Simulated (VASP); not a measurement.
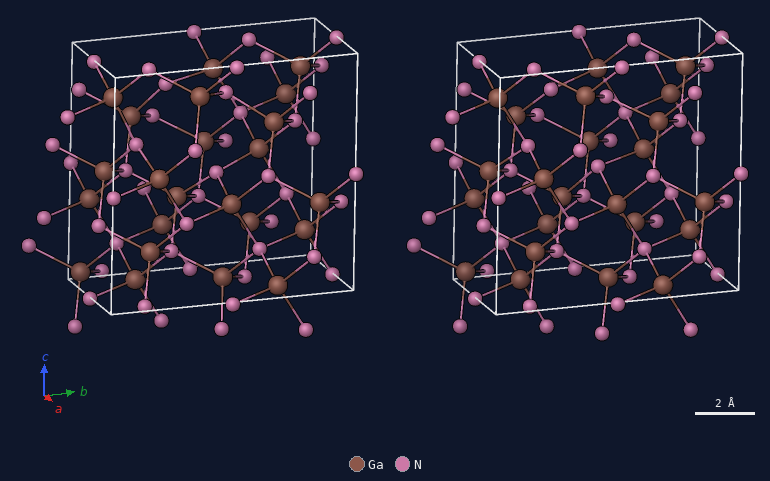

Two geometries of a defect cell of composition Ga23N24, drawn at one scale. One is the start of a relaxation, the other its converged end. Style: ball-and-stick. Shown: the cell of the calculation (origin shifted), slightly off an axis.

Computed with Kohn-Sham DFT of a periodic cell, PBE, VASP PAW PBE potentials, recommended (VASP 6.6.1). (plane-wave cutoff 450 eV; k-point mesh 2 × 2 × 2; occupations gaussian; smearing width 0.01 eV; collinear spin)

**Which one is relaxed?**

The left one is the relaxed one. The run lets the atoms move in a fixed cell. The atom that moves furthest is an N atom (0.27 Å along [−1 2 −3]). By element the largest moves are N 0.27 Å, Ga 0.03 Å. The cell doesn't change. Near-neighbour distances that change, for instance: Ga–N 2.081 → 1.922 Å, Ga–N 2.039 → 1.922 Å, Ga–N 2.017 → 1.930 Å, Ga–N 1.847 → 1.922 Å. Among the angles between lasting bonds that change: Ga–N–Ga 103.8° → 114.1°, Ga–N–Ga 105.8° → 115.4°, N–Ga–N 112.2° → 103.4°. The energy falls by 1.026 eV per cell of the calculation in 13 geometry steps. The largest force component goes from 1.9 to 0.02 eV/Å.

Limits of the set-up: the periodic images lie only 8.3 Å apart, so the values are limited by the cell's size.
